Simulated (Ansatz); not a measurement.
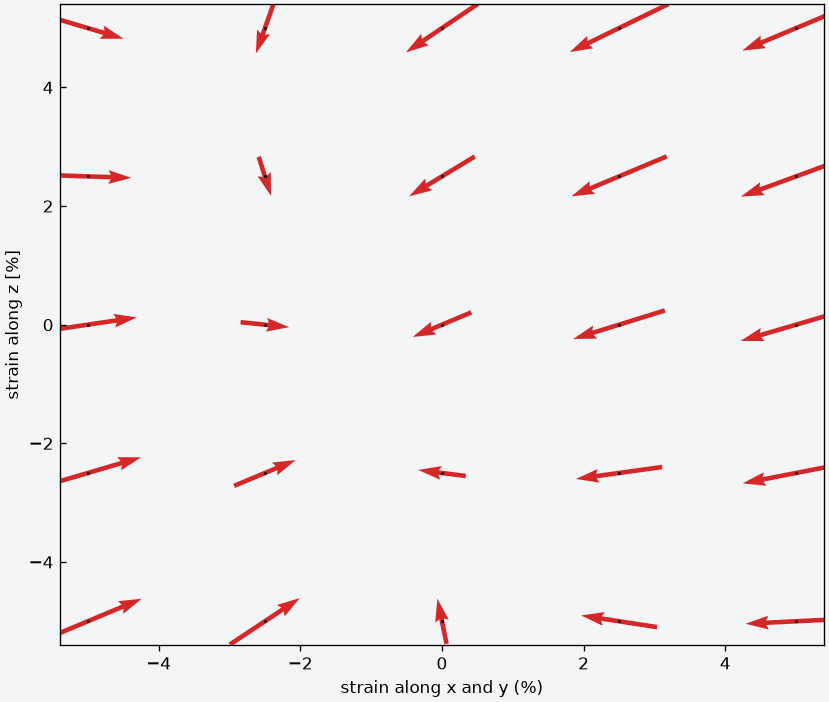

W (Im-3m, No. 229; 1 atom in the cell). The cell is strained homogeneously, by one strain along x and y and another along z, with fractional coordinates fixed (x, y and z along the cube axes). The first coordinate is: strain along x and y; the second: strain along z. The scan uses a 5 × 5 grid. Points are written as (first, second). The reference cell is the one listed in the database, not relaxed at this level. Theory: DFT PBEsol, scalar-relativistic, plane waves, PAW in Ansatz. Settings: cutoff 420 eV, k-mesh 20×20×20, gaussian smearing 0.15 eV, no spin polarisation.

In the figure: dots at the grid points, arrows along the force (downhill), their lengths compressed.

Question: The arrows alone are given. Where is the energy lowest?

Answer: The arrows converge at about (−1.3 %, −1.3 %) (read from the interpolated surface).

The energy map of the same scan:

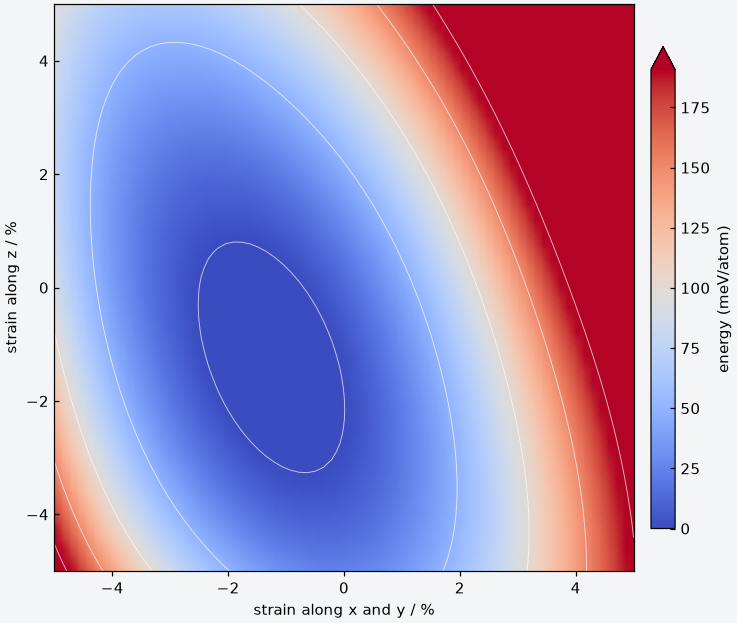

Energies are in meV/atom, from the lowest grid point; between grid points the surface is interpolated.
